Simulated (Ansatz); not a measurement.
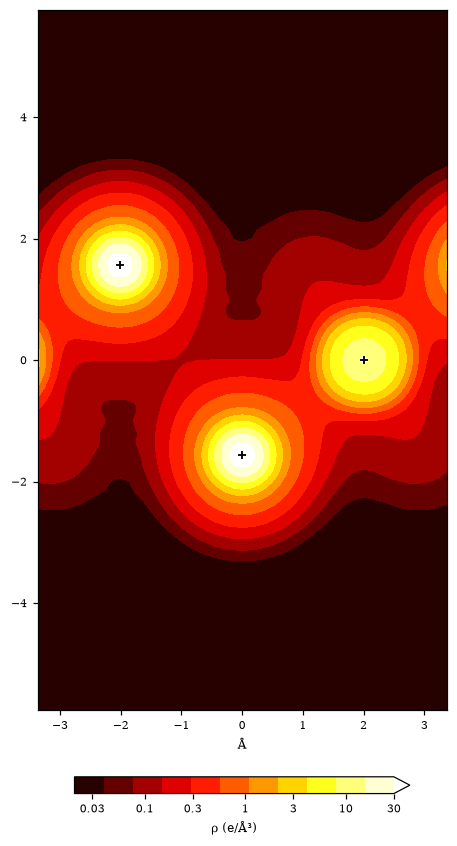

The valence charge density (pseudo) on a plane through atoms (crosses mark nuclei in the plane).

Computed with DFT LDA, scalar-relativistic, plane waves, PAW in Ansatz 0.2.0.

Candidates:
A. TiSe₂ (slab), a = 3.48 Å, b = 3.48 Å, c = 32.22 Å, α = 90.00°, β = 90.00°, γ = 120.00°. Not relaxed (largest force 0.5 eV/Å); computed without spin polarisation.
B. TiS₂, a = 3.32 Å, b = 3.32 Å, c = 5.45 Å, α = 90.00°, β = 90.00°, γ = 120.00°. Space group P-3m1; computed without spin polarisation.

Which candidate gave the map?

Answer. Candidate A: TiSe₂ on the (110) plane of the calculation cell, a cut from vacuum to vacuum, which holds Se and Ti. Ti–Se (2.55 Å): ρ is about 0.42 e/Å³ halfway.
